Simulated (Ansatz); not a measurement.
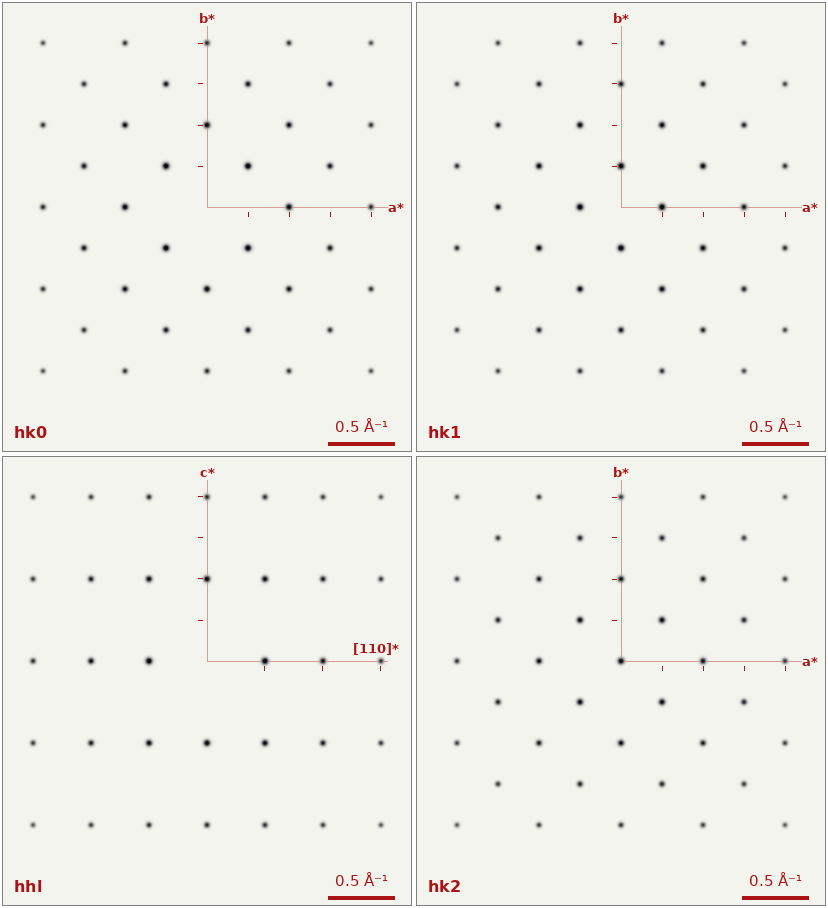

Four undistorted layers of reciprocal space, calculated for a single crystal (X-rays, kinematic |F|², B = 0.5 Å²). Tick marks count the reciprocal lattice steps of the conventional cell along each axis.

Question: What cell do the layers give?

Answer: a* = 0.314, b* = 0.314, c* = 0.314 Å⁻¹; the cell is cubic with a = 3.18 Å.

Question: List the systematic absences.

Answer: Reflections are present only under these conditions. hkl: h + k + l = 2n; hk0: h + k = 2n; hhl: l = 2n; h00: h = 2n. The lattice is body-centred (I).

Question: Which space groups fit?

Answer: The intensities have Laue symmetry m-3m (the hk0 layer shows 4mm, hk1 shows 4mm). With these conditions the candidates are I432 (No. 211), I-43m (No. 217), Im-3m (No. 229). Diffraction geometry alone does not choose among them; the structure has Im-3m. The compound is W. Structure: the end point of a relaxation with DFT PBE, scalar-relativistic, plane waves, PAW (Ansatz 0.2.0); the starting structure was generated, so it need not be a known form of this composition.
